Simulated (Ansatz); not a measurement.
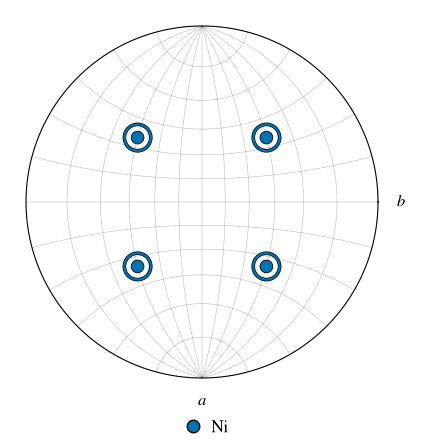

Directions from one nickel atom at (0, 0, 0) to its bonded neighbours, in stereographic projection down c (filled: above the plane of the page or in it, open: below). Crystal: Ni, the geometry relaxed with DFT, revPBE, plane waves (420 eV) with PAW, scalar-relativistic (Ansatz 0.2.0); the starting structure was generated, so it need not be a known form of this composition. All values are computed from the atomic coordinates in the standard setting (tolerance 0.002 Å).

Neighbours are counted up to 2.73 Å for Ni.

```
Ni
1.0
     2.81160    0.00000    0.00000
     0.00000    2.81160    0.00000
     0.00000    0.00000    2.81160
Ni
2
Direct
  0.00000 0.00000 0.00000
  0.50000 0.50000 0.50000
```

**How many neighbours are there, and at what angles?**

8: 8 Ni at 2.43 Å. Angles between bonds: 71° (12×), 109° (12×), 180° (4×).

**What is the site's symmetry in the crystal?**

Point group m-3m (Oh), order 48: three fourfold axes, four threefold axes, six twofold axes, nine mirror planes, an inversion centre. In No. 229, Im-3m this is Wyckoff position 2a.
